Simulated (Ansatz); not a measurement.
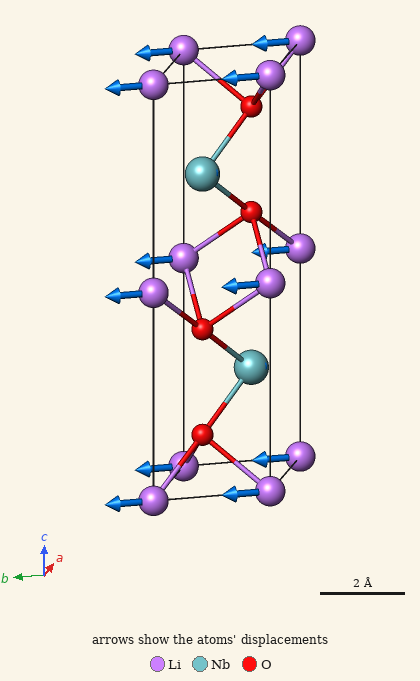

Normal modes of solid LiNbO2, space group P6₃/mmc (No. 194), at the zone centre. The optical levels lie at 71 (×2), 145, 218 (×2), 227 (×2), 413 (×3), 418 (×2), 444 (×2), 448 (×2), 500, 630, 643, 689, 715 cm⁻¹. One mode is drawn. The blue arrows give the relative displacements of the atoms. A ball-and-stick model of the cell of the calculation, seen from a free direction.

Level of theory: Ansatz 0.2.0, DFT r2SCAN, scalar-relativistic, plane waves, PAW. Settings: plane-wave cutoff 500 eV; k-point mesh 12 × 12 × 4; occupations gaussian; smearing width 0.05 eV; no spin polarisation.

Frequencies are those without the non-analytic (LO–TO) term.

> Which of these frequencies is the drawn mode's?

The level at 227 cm⁻¹. This is the E₁u mode (doubly degenerate; one member of the set is drawn), optical level 4 of 13, counted from below, infrared-active by symmetry. The O atoms hardly move; the Li sublattice moves against the Nb sublattice, along b; the kinetic energy is shared as Li 94 %, Nb 6 %.
